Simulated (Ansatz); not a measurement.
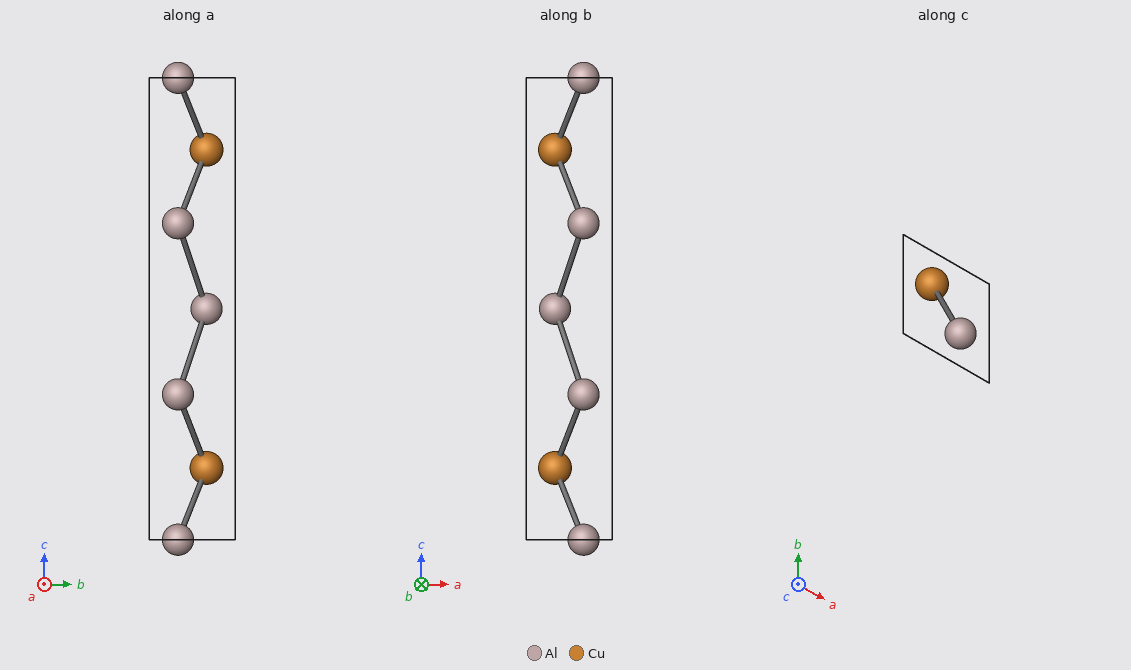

Ball-and-stick model, viewed along the a axis, along the b axis and along the c axis. Thin lines show the conventional unit cell, with boundary atoms drawn in all their periodic places.

Lattice parameters: a = 2.7952 Å, b = 2.7952 Å, c = 13.0496 Å, α = 90.000°, β = 90.000°, γ = 120.000°.

> Give the structure in the form of a CIF with its space group and independent sites, with free fractional coordinates to two decimals.

```cif
data_structure
_symmetry_space_group_name_H-M 'P -6 m 2'
_symmetry_Int_Tables_number 187
_cell_length_a 2.7952
_cell_length_b 2.7952
_cell_length_c 13.0496
_cell_angle_alpha 90.000
_cell_angle_beta 90.000
_cell_angle_gamma 120.000
_cell_volume 88.30
loop_
_atom_site_label
_atom_site_type_symbol
_atom_site_symmetry_multiplicity
_atom_site_Wyckoff_symbol
_atom_site_fract_x
_atom_site_fract_y
_atom_site_fract_z
_atom_site_occupancy
Al1 Al 1 d 0.3333 0.6667 0.50 1
Al2 Al 1 e 0.6667 0.3333 0.00 1
Al3 Al 2 i 0.6667 0.3333 0.31 1
Cu1 Cu 2 h 0.3333 0.6667 0.84 1
```

It derives from a structure type filled with these elements by a generator (whether the compound takes this form wasn't checked). A relaxation with Ansatz 0.2.0, DFT PBE, scalar-relativistic, plane waves, PAW gave the geometry drawn.
